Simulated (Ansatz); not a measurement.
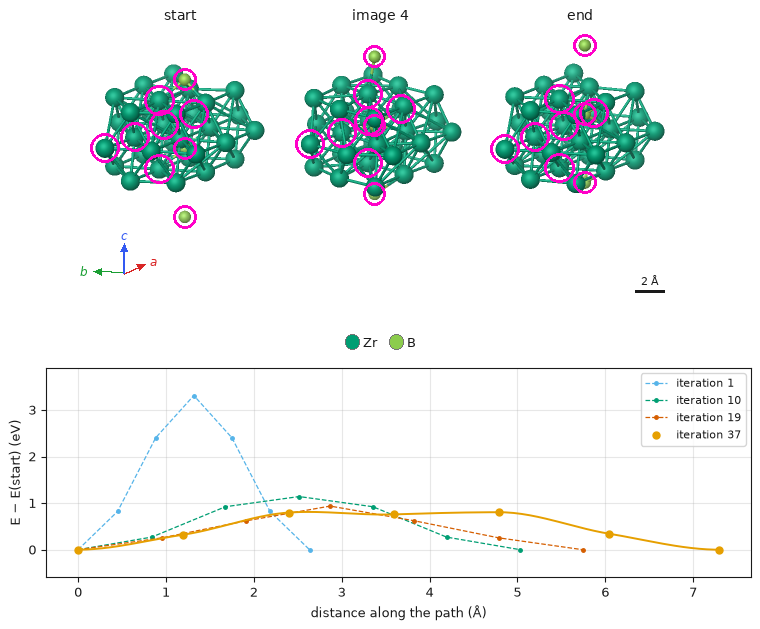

A search for the minimum-energy path of Zr with an interstitial B (13 atoms in the cell) by the nudged elastic band. Images are numbered from 0 (start) to 6 (end). The plot follows the band through its iterations. The picture is a ball-and-stick view of the atoms within 5.5 Å of the middle of the path, seen from a free direction. The atoms that move most are ringed. Bonds to atoms that aren't drawn are left out.

Computed with DFT PBE, scalar-relativistic, plane waves, PAW in Ansatz. Run with plane-wave cutoff 420 eV; k-point mesh 3 × 2 × 3; Gaussian smearing 0.1 eV; 5 movable images; climbing image; force threshold 0.05 eV/Å; iteration limit 74; starting path by image-dependent pair potential.

Judge this run.

The run is converged, with reservations. The band converged in 37 iterations. The climbing image converged on the top of the path. A check of its curvatures found one unstable direction (−0.61 eV/Å²), as a transition state must have. The first iteration put the highest image at 3.31 eV. The barrier is about 0.80 eV in both directions, with image 4 at the top; the ends have the same energy. The profile has 2 maxima (images 2, 4) with a dip at image 3 (+0.76 eV), so the process runs in steps.

Limits of the set-up: the k-point mesh is coarse for a cell with partly filled bands; the periodic images lie only 5.1 Å apart, so the values are limited by the cell's size.
